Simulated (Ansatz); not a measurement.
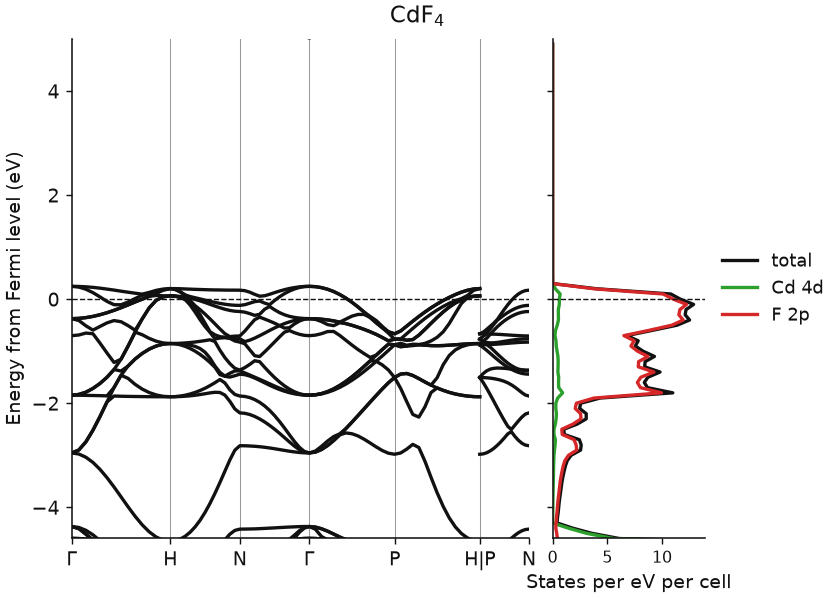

Band structure and density of states. Energies are counted from the Fermi level. The partial curves are projected on Löwdin-orthogonalised atomic shells.

### Which Bravais lattice do the labels of the path belong to?

A body-centred cubic lattice: the path Γ–H–N–Γ–P–H|P–N runs through the special points of its Brillouin zone.

System: CdF4, space group Im-3m (No. 229), 5 atoms in the cell.

```yaml
crystal:
  lattice:
    - [-2.61750, 2.61750, 2.61750]
    - [2.61750, -2.61750, 2.61750]
    - [2.61750, 2.61750, -2.61750]
  atoms:
    - { symbol: Cd, position: [0.00000, 0.00000, 0.00000] }
    - { symbol: F, position: [0.50000, 0.50000, 0.50000] }
    - { symbol: F, position: [0.00000, 0.00000, 0.50000] }
    - { symbol: F, position: [0.00000, 0.50000, 0.00000] }
    - { symbol: F, position: [0.50000, 0.00000, 0.00000] }
```

Ansatz; DFT PBE, scalar-relativistic, plane waves, PAW, no spin polarisation, 10×10×10 k mesh, 420 eV cutoff, Gaussian smearing of 0.1 eV.

### Is there a gap at the Fermi level?

A metal: bands cross the Fermi level along this path.

### What is the density of states at the Fermi level?

The density of states at the Fermi level isn't well fixed here: it changes fast, and within 0.3 eV it runs from 0.007 to 13 per eV and cell.

The structure is an invented one, so it need not be a known or stable phase. The run has no spin polarisation, and a density of states this high at the Fermi level may favour a magnetic state.
